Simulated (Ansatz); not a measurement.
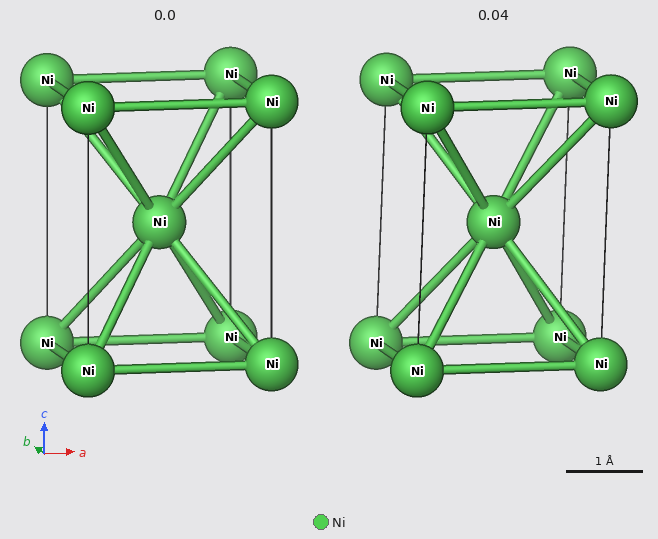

Crystalline Ni (set up in Fm-3m), under shear of c along a (cell held, atoms fixed by symmetry), with energies (extrapolated to zero smearing) counted from the relaxed crystal, which is the row at zero; the cubic crystal is set up in a tetragonal cell with a = a(cubic)/√2 and c = a(cubic). The picture shows the first and the last member. Style: ball-and-stick. Shown: the cell of the calculation, slightly off an axis.

Computed with Ansatz 0.2.0: DFT PBE, scalar-relativistic, plane waves, PAW. Settings: plane-wave cutoff 420 eV; k-point mesh 20 × 20 × 14; occupations gaussian; smearing width 0.1 eV; collinear spin.

```json
{"strain": "0.0", "energy (meV/atom)": "0.00", "a (Å)": "2.488", "c (Å)": "3.519"}
{"strain": "0.01", "energy (meV/atom)": "?", "a (Å)": "?", "c (Å)": "?"}
{"strain": "0.02", "energy (meV/atom)": "1.81", "a (Å)": "2.488", "c (Å)": "3.519"}
{"strain": "0.03", "energy (meV/atom)": "4.06", "a (Å)": "2.488", "c (Å)": "3.520"}
{"strain": "0.04", "energy (meV/atom)": "7.21", "a (Å)": "2.488", "c (Å)": "3.521"}
```

Estimate the missing row from the others, and compare with the calculation.

A parabola through three neighbouring rows (0.0, 0.02, 0.03) gives, with Lagrange weights, (0.3333)(0.00) + (1.0000)(1.81) + (−0.3333)(4.06) = 0.46 meV/atom. The calculation gives 0.45 meV/atom (a = 2.488 Å, c = 3.519 Å). The estimate is 0.01 meV/atom too high. From the first member to the last: Ni–Ni 2.488 → 2.524 Å, Ni–Ni 2.488 → 2.454 Å.

The whole series:

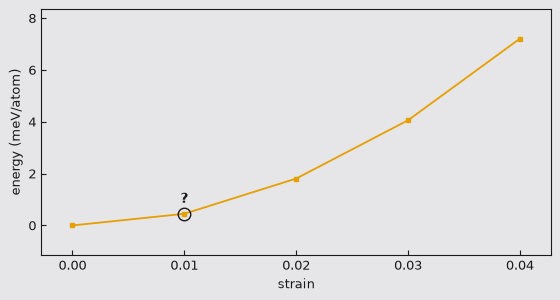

The cells carry a magnetic moment (1.4 to 1.4 μB per cell in all, first to last member); only the order that this cell allows was tried.
